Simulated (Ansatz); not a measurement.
# Is the response still linear at 0.25 V/Å? 2H-NbSTe bilayer, like faces together

The dipole of a slab grows in proportion to a weak field along its normal. Does the weak-field slope carry to a strong field?

Set-up. Ansatz 0.2.0, plane waves with PAW datasets (its set soft_2), PBE-D4; atoms held at their relaxed places, 18 Å of vacuum, dipole correction, cell area 10.58 Å², spin-polarised, 18×18 k-points, smearing 0.02585 eV. Without field the slab has no gap over 0.05 eV.

```
  run  field (V/Å)  dipole (e·Å)
run 1        −0.03      −0.02207
run 2         0.00      −0.00060
run 3         0.03       0.02086
run 4         0.25             ?
```

Q: Estimate the withheld value from the rows shown.

A least-squares line through the 3 rows shown has slope 0.715500 and intercept −0.000603; no row lies more than 0.00001 e·Å off it. A perfect conductor with that slope would be 180.95 × 0.71550 / 10.58 = 12.24 Å thick. At 0.25 it gives 0.715500 × 0.25 + (−0.000603) = 0.17827 e·Å, beyond the rows fitted. Rounding and scatter of the rows alone allow about ±0.00004 e·Å there.

The run itself gives 0.17831 e·Å: a miss of +0.00004 e·Å. That is under 1 % of the induced dipole, so the response is still linear.

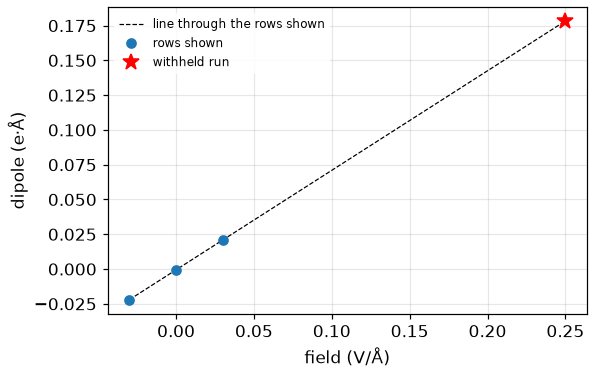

The fit and the withheld run.

**Limits.** Ions are held, so this is the electronic response. Of the series that stay linear within 1 %, this collection keeps about one in seven, and it keeps all that bend. With a small gap or none the response hangs on mesh and smearing, which were not varied here. Spin-orbit coupling is left out, which changes the bands of elements this heavy.

[Logs are printed without paths, hosts, clocks, repeated set-up lines and the standing remarks that a program may print on its own settings, such as how far it seeks lower states.]
